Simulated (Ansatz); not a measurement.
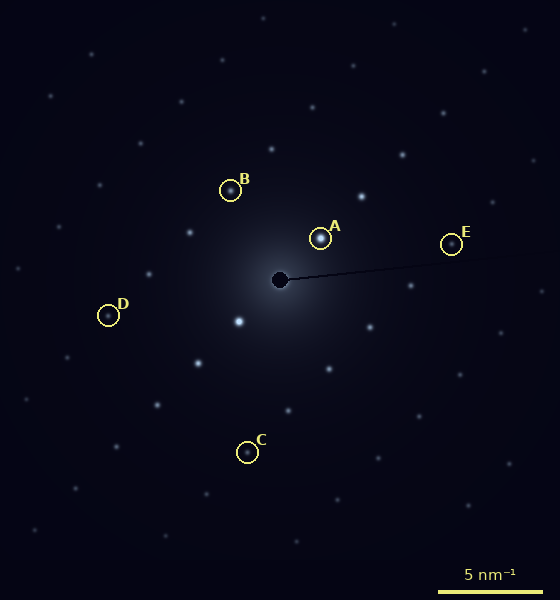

The pattern is a kinematic simulation for 80 kV electrons (no multiple scattering; isotropic B = 0.5 Å²). The zone axis points towards the electron source and the pattern is seen from the source side.

The sample is C, space group Fmmm (No. 69), a = 2.46 Å, b = 4.25 Å, c = 7.11 Å. Structure: coordinates from a relaxation with Ansatz 0.2.0, DFT r2SCAN, scalar-relativistic, plane waves, PAW; the starting structure was generated, so it need not be a known form of this composition.

Spot A is indexed 0 0 -2 and spot B -1 1 -1.

Index the other marked spots.

C = −2A − B = 1 -1 5 (d = 1.182 Å). D = −3A + B = -1 1 5 (d = 1.182 Å). E = 3A − B = 1 -1 -5 (d = 1.182 Å).

Find the zone axis.

The cross product of A and B is parallel to [110]; every spot obeys hu + kv + lw = 0.

What are the spacings of A and B and the angle between them?

d(A) = 3.553 Å, d(B) = 2.038 Å, and the angle is 73.3°.
